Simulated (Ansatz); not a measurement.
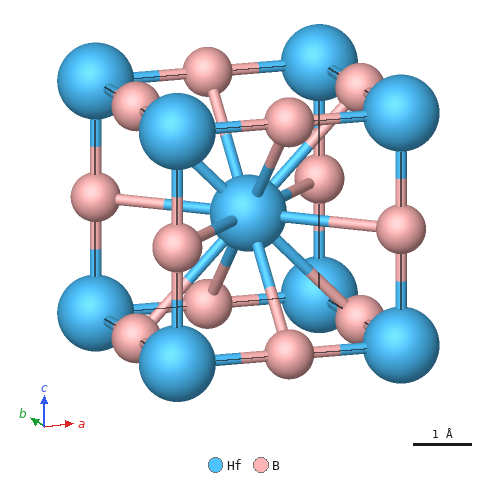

Figure: ball-and-stick view slightly off an axis. One conventional unit cell is framed, with atoms on its boundary repeated. Cell: a = 4.17 Å, b = 4.17 Å, c = 4.17 Å, α = 90.00°, β = 90.00°, γ = 90.00°.

The starting point was a random cell made by a generator, so it need not be a real form of the compound. Earlier steps of the study may have refined or changed the cell and positions. A calculation with Ansatz used it as input.

Q: Caption:

A: Its composition is Hf2B3. It is primitive cubic, space group Pm-3m (No. 221). Counting shared atoms by their share gives 2 Hf, 3 B, or 5 atoms. The B atoms are each bonded to six Hf in a distorted octahedral arrangement at about 2.1 to 3.0 Å. Hf takes two kinds of site: 1a with six B in an octahedral arrangement at about 2.1 Å; 1b with twelve B in a cuboctahedral arrangement at about 3.0 Å. Not all metal-metal contacts are counted. The bonds build a three-dimensional framework.

Level of theory and settings: DFT PBE, scalar-relativistic, plane waves, PAW in Ansatz 0.2.0, a kinetic-energy cutoff of 420 eV, a 10×10×10 sampling of the Brillouin zone, Gaussian smearing of 0.1 eV, no spin polarisation.

Q: Classify it as metallic or gapped, with the value.

A: A metal: bands cross the Fermi level.

Q: How are the electrons shared out in a Bader analysis?

A: Hf +0.83 to +1.87 e; B -0.90 e.

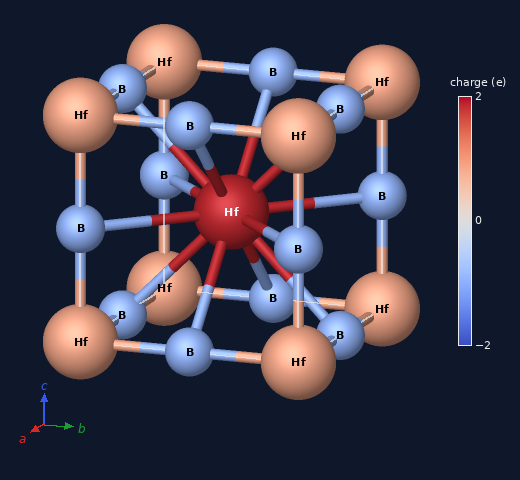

The atoms coloured by those charges. The run's cell of 5 atoms is drawn.

Q: Is this an equilibrium geometry for the method given?

A: Yes. All forces vanish to within 0.01 eV/Å. The pressure is 0.0 GPa, close to zero.
